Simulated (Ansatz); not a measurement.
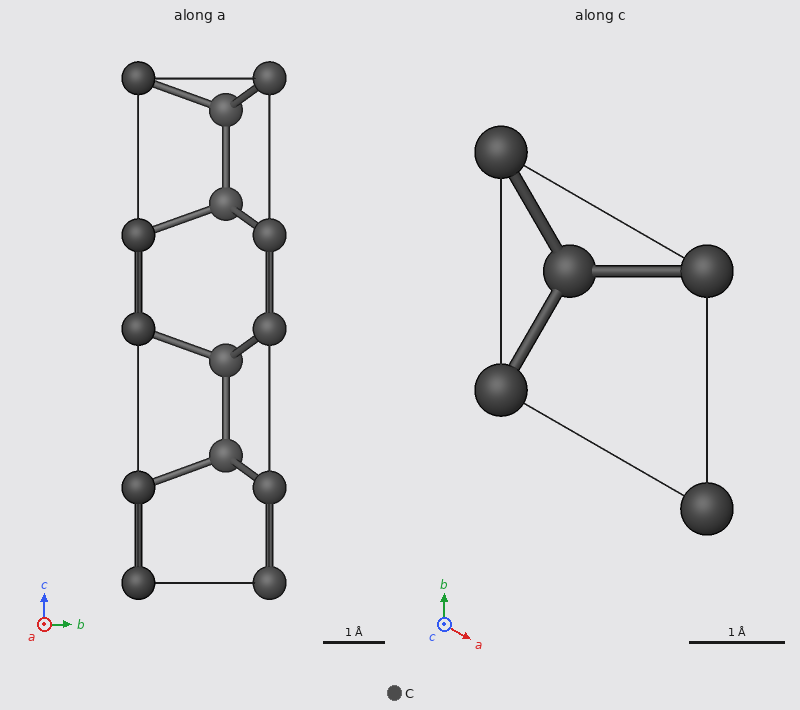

The structure above is drawn in ball-and-stick style and viewed along the a axis and along the c axis. The frame is the unit cell; atoms at its boundary are shown with their periodic copies.

C, a = 2.50 Å, b = 2.50 Å, c = 8.34 Å, α = 90.00°, β = 90.00°, γ = 120.00°.

Electronic-structure method: DFT r2SCAN, scalar-relativistic, plane waves, PAW (Ansatz). Parameters: E_cut = 500 eV, the zone sampled with 12×12×4 points, Gaussian smearing of 0.05 eV, no spin polarisation.

Question: Is the electronic structure metallic or gapped?

Answer: An insulator at this level, with a gap of 3.60 eV on the k-mesh (the true edges may lie between mesh points, so the gap can be somewhat smaller).

Question: What is the computed pressure?

Answer: The computed pressure is 0.1 GPa, close to zero.

Origin of the cell: an entry, possibly a prediction, of the Crystallography Open Database. The cell was then strained or its atoms displaced on purpose. It was run through Ansatz as a DFT input.
